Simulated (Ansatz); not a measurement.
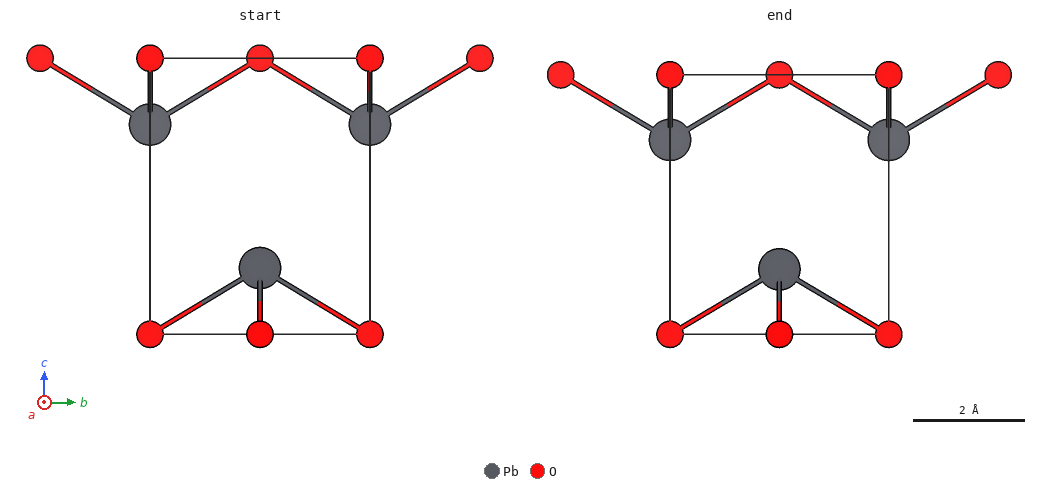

The structure of a crystal of PbO (set up in P4/nmm) before (left) and after (right) a relaxation, at one scale.

Style: polyhedral. Shown: the cell of the calculation, along the a axis.

The run lets cell and atoms move.

Theory: Kohn-Sham DFT of a periodic cell, PBEsol with D3(BJ), Ansatz PAW in Ansatz.

The input:
```yaml
crystal:
  lattice:
    - [3.99, 0.0, 0.0]
    - [0.0, 3.99, 0.0]
    - [0.0, 0.0, 5.01]
  atoms:
    - { symbol: Pb, position: [0.5, 0.0, 0.76] }
    - { symbol: Pb, position: [0.0, 0.5, 0.24] }
    - { symbol: O, position: [0.5, 0.5, 0.0] }
    - { symbol: O, position: [0.0, 0.0, 0.0] }
hamiltonian:
  xc: pbesol
  pseudopotentials: { kind: paw }
  dispersion: d3bj
kpoints:
  mp_grid: { grid: [7, 7, 6] }
scf:
  occupations: { method: fermi_dirac, width: 0.05 }
output:
  forces: true
  stress: true
relax:
  f_tol: 0.01
  max_steps: 40
  cell: { stress_tol: 0.05 }
```

Launched with:
```bash
ansatz run input.yaml --threads 2 --pin off --max-ram 5632MiB --backend cpu --events-out ev --progress --plain --runs-dir out
```

Question: Summarise the run.

Answer: Over 5 accepted moves (7 points after the start) the energy falls by 39.9 meV per cell of the calculation. Largest force component: 0.32 eV/Å at the start, 0.0006 eV/Å at the end. Pressure: −2.84 GPa at the start and 0.00 GPa at the end. At 2 points the geometry stayed and the basis and grid were re-selected for the new cell (energy shift of 6.8 meV per cell of the calculation at most each time). The largest moves relative to the cell, 0.050 Å, are those of Pb atoms. O stays in place. The drawn cell changes as follows: a = b 3.990 → 3.969 Å (−0.5 %), c 5.010 → 4.708 Å (−6.0 %); the volume changes by −7.0 %. Near-neighbour distances that change, for instance: O–Pb 2.329 → 2.309 Å. The space group stays P4/nmm (No. 129).
